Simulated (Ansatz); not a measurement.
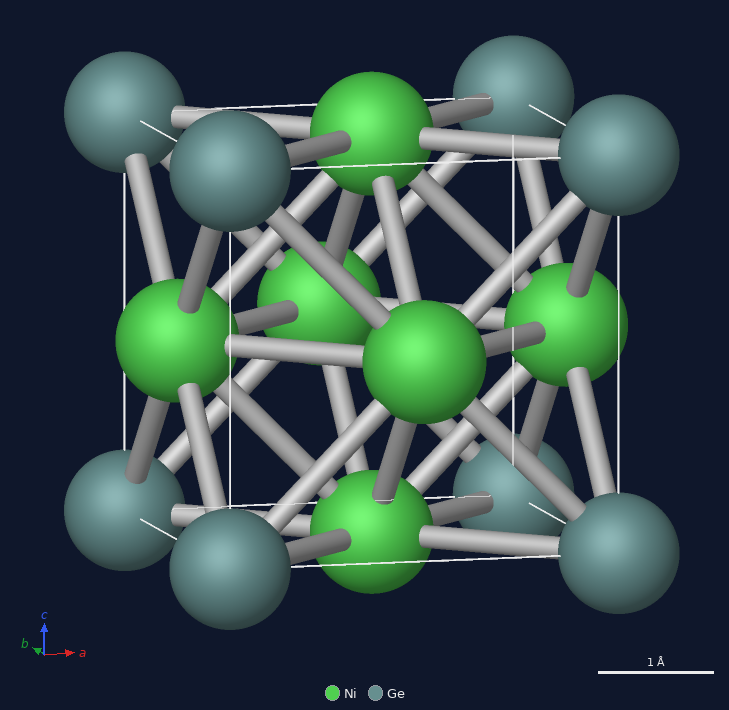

This ball-and-stick model is shown slightly off an axis. The conventional unit cell is drawn as a box.

What is this?

It has the composition Ni$_{3}$Ge. The structure has Pm-3m (No. 221) symmetry and a primitive cubic lattice. The prototype is Cu₃Au (L1₂) type. Content of the cell: 3 Ni, 1 Ge (Z = 1). The coordination shell of Ni holds eight Ni and four Ge in a cuboctahedral arrangement (about 2.5 Å to Ni, 2.5 Å to Ge). Each Ge is bonded to twelve Ni in a cuboctahedral arrangement at about 2.5 Å. The bonds build a three-dimensional framework.

The cell started as a structure listed in the Materials Project. Earlier steps of the study may have refined or changed the cell and positions. A calculation with Ansatz used it as input.
